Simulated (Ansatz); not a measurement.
# Geometry relaxation, with input and output: Ni (part 2 of 2)

The same run, continued: Ni (Fm-3m, 1 atom in the cell); DFT PBE, scalar-relativistic, plane waves, PAW, spin-polarised (Ansatz 0.2.0); cutoff 420 eV, 20×20×20 k-mesh, Gaussian smearing of 0.1 eV, collinear spins. The structure derives from an entry of the Crystallography Open Database.

Geometry of the input (Å; fractional positions):
```
0.0000  1.7619  1.7619
1.7619  0.0000  1.7619
1.7619  1.7619  0.0000
Ni 0.0000  0.0000  0.0000
```

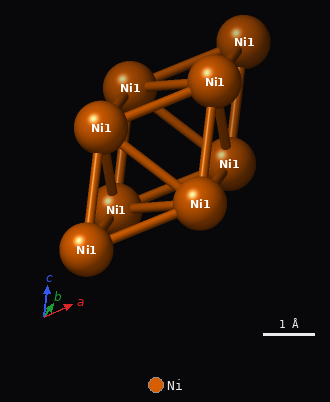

*The geometry at step 2 of the log (ball-and-stick view of the cell of the calculation, seen slightly off an axis; atoms are numbered from 1 in the order of the input).*

Output, continued
```
SCF iter   1: F=—  HF=-5839.725645 eV  |F-HF|=—  |Δ(HF+E_count)|=         —  Δρ=4.42e-4 (↑3.62e-4 ↓4.42e-4)  dr2=4.17e-5  dr2_m=1.79e-7  M=0.639 μB ∫|m|=0.731 μB  β_m=0.65  ethr=2.52e-7  ⟨swp⟩=2.3  Hψ=43126  notcnv=0
preconditioner: auto → none  [metal: Δε(μ)=0.002 eV  Ē_g=16.726 eV  σ=0.100 eV  W_gap=0.01  n_scr=0 (ndim 8)  ℏωp=35.6 eV  f_vac=0.000  D(μ)=1.70/eV (n_scr^D=26)]
SCF iter   2: F=—  HF=-5839.725666 eV  |F-HF|=—  |Δ(HF+E_count)|=   2.11e-5  Δρ=7.26e-4 (↑6.41e-4 ↓7.26e-4)  dr2=1.06e-4  dr2_m=2.42e-7  M=0.638 μB ∫|m|=0.731 μB  β_m=0.27  ethr=2.32e-7  ⟨swp⟩=2.1  Hψ=11338  notcnv=0  recentre
SCF iter   3: F=—  HF=-5839.725633 eV  |F-HF|=—  |Δ(HF+E_count)|=   3.37e-5  Δρ=2.72e-5 (↑2.72e-5 ↓2.70e-5)  dr2=1.34e-7  dr2_m=1.60e-8  M=0.639 μB ∫|m|=0.731 μB  β_m=0.46  ethr=2.32e-7  ⟨swp⟩=2.1  Hψ=10053  notcnv=0
SCF iter   4: F=—  HF=-5839.725636 eV  |F-HF|=—  |Δ(HF+E_count)|=   3.70e-6  Δρ=5.31e-5 (↑1.59e-5 ↓5.31e-5)  dr2=2.80e-7  dr2_m=4.82e-8  M=0.638 μB ∫|m|=0.731 μB  β_m=0.73  ethr=7.42e-10  ⟨swp⟩=2.0  Hψ=11908  notcnv=0
SCF iter   5: F=—  HF=-5839.725638 eV  |F-HF|=—  |Δ(HF+E_count)|=   1.68e-6  Δρ=7.40e-5 (↑3.19e-5 ↓7.40e-5)  dr2=7.03e-7  dr2_m=5.17e-8  M=0.638 μB ∫|m|=0.731 μB  β_m=0.25  ethr=7.42e-10  ⟨swp⟩=1.0  Hψ=7233  notcnv=0
SCF iter   6: F=—  HF=-5839.725639 eV  |F-HF|=—  |Δ(HF+E_count)|=   4.77e-7  Δρ=1.86e-5 (↑1.86e-5 ↓7.07e-6)  dr2=3.15e-8  dr2_m=7.25e-9  M=0.638 μB ∫|m|=0.731 μB  β_m=0.60  ethr=7.42e-10  ⟨swp⟩=2.1  Hψ=11633  notcnv=0
SCF iter   7: F=-5839.725640 eV  HF=-5839.725640 eV  |F-HF|=6.89e-9  |Δ(HF+E_count)|=   1.01e-6  Δρ=9.85e-6 (↑2.49e-6 ↓9.85e-6)  dr2=8.73e-9  dr2_m=1.68e-9  M=0.638 μB ∫|m|=0.730 μB  ethr=1.75e-10  ⟨swp⟩=2.1  Hψ=25440  notcnv=0
SCF 3 converged in 7 iterations: F = -5839.725640 eV  dr2 = 8.73e-9
relax step   3: F+E_penalty+E_count = -5839.72563951 eV  Δ(F+E_penalty+E_count) = -4.478e-5 eV  max|allowed force component| = 0.000e0 eV/Å  Δτ_max = 0.0000 Å  P = +0.002 GPa  Ω = 10.889 Å³  energy of the carried Pulay correction = +1.781e-5 eV  (7 SCF iters, dr2 threshold 1.00e-7 eV, accepted)
Initial wavefunctions: pseudopotential atomic-orbital guess (no wavefunctions were taken with the density)
iter 1 solved again at ethr=1.31e-7 eV; its pass at ethr=3.10e-3 eV (dr2=2.35e-5 eV) is discarded
SCF iter   1: F=—  HF=-5839.725618 eV  |F-HF|=—  |Δ(HF+E_count)|=         —  Δρ=1.47e-5 (↑9.82e-6 ↓1.47e-5)  dr2=4.12e-8  dr2_m=6.57e-10  M=0.638 μB ∫|m|=0.730 μB  β_m=0.65  ethr=1.31e-7  ⟨swp⟩=2.5  Hψ=52914  notcnv=0
preconditioner: auto → none  [metal: Δε(μ)=0.003 eV  Ē_g=16.730 eV  σ=0.100 eV  W_gap=0.02  n_scr=0 (ndim 8)  ℏωp=35.6 eV  f_vac=0.000  D(μ)=1.71/eV (n_scr^D=26)]
SCF iter   2: F=—  HF=-5839.725617 eV  |F-HF|=—  |Δ(HF+E_count)|=   3.33e-7  Δρ=1.63e-5 (↑1.24e-5 ↓1.63e-5)  dr2=4.56e-8  dr2_m=4.40e-10  M=0.638 μB ∫|m|=0.730 μB  β_m=0.38  ethr=2.29e-10  ⟨swp⟩=2.0  Hψ=11627  notcnv=0
SCF iter   3: F=—  HF=-5839.725617 eV  |F-HF|=—  |Δ(HF+E_count)|=   7.27e-9  Δρ=4.28e-6 (↑4.28e-6 ↓3.04e-6)  dr2=2.89e-9  dr2_m=9.26e-11  M=0.638 μB ∫|m|=0.730 μB  β_m=0.40  ethr=2.29e-10  ⟨swp⟩=2.1  Hψ=9739  notcnv=0
SCF iter   4: F=—  HF=-5839.725617 eV  |F-HF|=—  |Δ(HF+E_count)|=   9.04e-9  Δρ=2.88e-6 (↑1.15e-6 ↓2.88e-6)  dr2=3.51e-10  dr2_m=3.30e-10  M=0.638 μB ∫|m|=0.730 μB  β_m=0.70  ethr=1.61e-11  ⟨swp⟩=1.0  Hψ=7174  notcnv=0
SCF iter   5: F=—  HF=-5839.725617 eV  |F-HF|=—  |Δ(HF+E_count)|=   1.40e-8  Δρ=2.13e-6 (↑7.24e-7 ↓2.13e-6)  dr2=4.17e-10  dr2_m=5.96e-11  M=0.638 μB ∫|m|=0.730 μB  β_m=0.85  ethr=1.95e-12  ⟨swp⟩=2.0  Hψ=11728  notcnv=0
SCF iter   6: F=—  HF=-5839.725617 eV  |F-HF|=—  |Δ(HF+E_count)|=   1.13e-9  Δρ=6.63e-7 (↑3.17e-7 ↓6.63e-7)  dr2=6.31e-11  dr2_m=3.33e-12  M=0.638 μB ∫|m|=0.730 μB  β_m=0.85  ethr=1.95e-12  ⟨swp⟩=2.0  Hψ=11940  notcnv=0
SCF iter   7: F=—  HF=-5839.725617 eV  |F-HF|=—  |Δ(HF+E_count)|=  2.27e-11  Δρ=2.27e-7 (↑9.63e-8 ↓2.27e-7)  dr2=6.78e-12  dr2_m=4.67e-13  M=0.638 μB ∫|m|=0.730 μB  β_m=0.93  ethr=1.00e-12  ⟨swp⟩=1.0  Hψ=7254  notcnv=0
SCF iter   8: F=-5839.725617 eV  HF=-5839.725617 eV  |F-HF|=0.00e0  |Δ(HF+E_count)|=  4.55e-12  Δρ=1.56e-8 (↑1.13e-8 ↓1.56e-8)  dr2=4.96e-14  dr2_m=6.66e-16  M=0.638 μB ∫|m|=0.730 μB  ethr=1.00e-12  ⟨swp⟩=3.3  Hψ=26135  notcnv=0
SCF 4 converged in 8 iterations: F = -5839.725617 eV  dr2 = 4.96e-14
relax step   4: F+E_penalty+E_count = -5839.72561745 eV  Δ(F+E_penalty+E_count) = +2.207e-5 eV  max|allowed force component| = 0.000e0 eV/Å  Δτ_max = 0.0000 Å  P = +0.007 GPa  Ω = 10.889 Å³  stress off target by 6.73e-3 GPa  SCF on the basis re-selected at this cell (its energy is not comparable with the rows above)  (8 SCF iters)
basis re-selected at this cell: Δ(F+E_penalty+E_count) = +2.207e-5 eV, ΔP = +0.004 GPa vs the last step (what re-selecting the basis moved, of the pressure what is left beyond the Pulay correction that the steps carried, after the strain that the cell walked since its last selection, with what the two solves' SCF thresholds leave and, on support functions, any second-order correction that the steps lacked; it is no measure of the basis error at this ecutwfc). This SCF's stress stands 6.73e-3 GPa from its target on what of the cell is left free (relax.cell.stress_tol is 5.00e-2 GPa) and its largest allowed force component is 0.00e0 eV/Å (relax.f_tol is 5.00e-3 eV/Å): within both
SCF converged after 8 iterations
Magnetization: 0.6382 μB (9.3191 up, 8.6809 down)
Absolute magnetization: 0.7311 μB (∫|ρ↑−ρ↓|, with the PAW one-centre terms)
Spin contamination: 0.0072 ħ² per cell (⟨S²⟩ above its minimum at these occupations)
Per-site moments (μB) at R_I (Å): [(0.6774868701888649, 1.0262744699466737)]
Free energy (F): -5839.725617 eV
Harris-Foulkes:  -5839.725617 eV  (|F-HF|=0.00e0)
Internal energy: -5839.717091 eV  (E = F + TS)
E sigma→0 (E₀):  -5839.721354 eV
Entropy (-TS):   -0.008526 eV (-8.526 meV/atom)
Fermi energy:    18.170273 eV
--- Per-component energies (eV) ---
  E_band       = -284.668110
  E_kinetic    = 282.074074
  E_local      = -3438.354977  (includes V_loc(G=0)·N_el)
  E_nonlocal   = 635.505147
  E_hartree    = 1435.210049
  E_xc         = -84.796597
  E_vxc        = -109.344844  (∫ρ·V_xc dr)
  E_paw        = -1629.600807  (= ΣΔE_a)
  E_vpaw       = -524.968211  (= ΣTr[D̂ρ^β])
  E_aug_tail   = 0.000586  (compensation charges beyond the density's cutoff)
  E_ewald      = -3039.754566
  E_smearing   = -0.008526  (= −TS)
  E_closure    = 0.000000  (closes the sum)
  Σ components = -5839.725617   (vs F -5839.725617, Δ=0.00e0)
--- Forces (eV/Å), atoms counted from 1 ---
  atom   1  Ni    -0.00000000     0.00000000     0.00000000
  max |Σ_I F_I| component: 5.34e-32 eV/Å
--- Stress (GPa, compression-positive) ---
        0.006727      -0.000000      -0.000000
        0.000000       0.006727       0.000000
       -0.000000      -0.000000       0.006727
  P = ⅓ Tr σ = 0.0067 GPa (0.067 kbar)
--- Band table (eV; the first three rows and the last of 512) ---
  k-point 0 ↑: bands = ["-85.5165", "-45.7739", "-45.7739", "-45.7739", "9.0445", "15.6969", "15.6969", "15.6969", "16.8890", "16.8890", "41.6469", "45.6106", "45.6106", "45.6106"]
  k-point 1 ↑: bands = ["-85.5157", "-45.7793", "-45.7747", "-45.7747", "9.1425", "15.6712", "15.7191", "15.7191", "16.8793", "16.8793", "41.3505", "44.2035", "45.3296", "45.3296"]
  k-point 2 ↑: bands = ["-85.5134", "-45.7949", "-45.7769", "-45.7769", "9.4330", "15.6002", "15.7795", "15.7795", "16.8568", "16.8568", "39.9186", "42.9622", "44.7798", "44.7798"]
  k-point 255 ↓: bands = ["-84.6184", "-45.0890", "-45.0890", "-45.0260", "14.7433", "15.6695", "15.6695", "17.3954", "18.5691", "26.0027", "26.0027", "28.2275", "29.2800", "48.2672"]
--- Relaxed structure (3 steps of the walk, 3 accepted, 1 SCFs on fresh bases) ---
  F+E_penalty+E_count = -5839.72561745 eV   max|allowed force component| = 0.000e0 eV/Å   (the final SCF, on the basis selected at the relaxed cell)
  cell:  # Å, volume = 10.8894 Å³
    - [-3.582683460629711e-35, 1.759237908019206, 1.759237908019206]
    - [1.759237908019206, -1.7276495799036608e-34, 1.759237908019206]
    - [1.759237908019206, 1.759237908019206, -1.4012273090462871e-34]
  atoms:
    - { symbol: Ni, position: [0.0, 0.0, 0.0] }
--- Löwdin populations: 1 site ---
  site symbol       q [e]    m [muB]
     0     Ni     17.7788     0.6689
  spilling = 0.012287 (of n_electrons = 18.000000)
```

File populations.tsv
```
# site	symbol	l	j	q_up	q_dn
# orbitals = lowdin
# n_electrons = 18.000000
# spilling = 0.012287
0	Ni	0_3S	-	0.998001	0.998073
0	Ni	0_4S	-	0.471774	0.484712
0	Ni	1_3P	-	2.999088	2.999061
0	Ni	2_3D	-	4.755002	4.073116
```

Trajectory as extended XYZ (Å, eV, eV/Å), 4 frames, from step=1 to step=4
```
1
Lattice="0.0000 1.7619 1.7619 1.7619 0.0000 1.7619 1.7619 1.7619 0.0000" Properties=species:S:1:pos:R:3:forces:R:3 step=1 energy=-5839.72548 pressure_GPa=-0.90
Ni    0.0000    0.0000    0.0000    0.0000   0.0000   0.0000
1
Lattice="0.0000 1.7606 1.7606 1.7606 0.0000 1.7606 1.7606 1.7606 0.0000" Properties=species:S:1:pos:R:3:forces:R:3 step=2 energy=-5839.72559 pressure_GPa=-0.45
Ni    0.0000    0.0000    0.0000    0.0000   0.0000   0.0000
1
Lattice="0.0000 1.7592 1.7592 1.7592 0.0000 1.7592 1.7592 1.7592 0.0000" Properties=species:S:1:pos:R:3:forces:R:3 step=3 energy=-5839.72564 pressure_GPa=0.00
Ni    0.0000    0.0000    0.0000    0.0000   0.0000   0.0000
1
Lattice="0.0000 1.7592 1.7592 1.7592 0.0000 1.7592 1.7592 1.7592 0.0000" Properties=species:S:1:pos:R:3:forces:R:3 step=4 energy=-5839.72562 pressure_GPa=0.01
Ni    0.0000    0.0000    0.0000    0.0000   0.0000   0.0000
```

Summary

| quantity | value |
| --- | --- |
| outcome | converged |
| space group (tolerance 0.01 Å) | Fm-3m (225) |
| electrons treated | 18 |
| free energy | −5839.7256 eV |
| Fermi energy | 18.170 eV |
| gap on the k-point mesh | none (metallic) |
| net moment of the cell | 0.64 μB |
| integrated absolute moment | 0.73 μB |
| pressure | 0.01 GPa |
| final volume | 10.89 Å³ |
| largest force (length of the vector) at the end | under 0.001 eV/Å |
| final cell | a = 2.488 Å, b = 2.488 Å, c = 2.488 Å, α = 60.00°, β = 60.00°, γ = 60.00° |
| hardware | 1 thread of Intel Xeon @ 2.90GHz (Ice Lake), 192 GiB of memory available, shared host |
| wall time | 32 s |
| peak memory | 0.42 GiB |
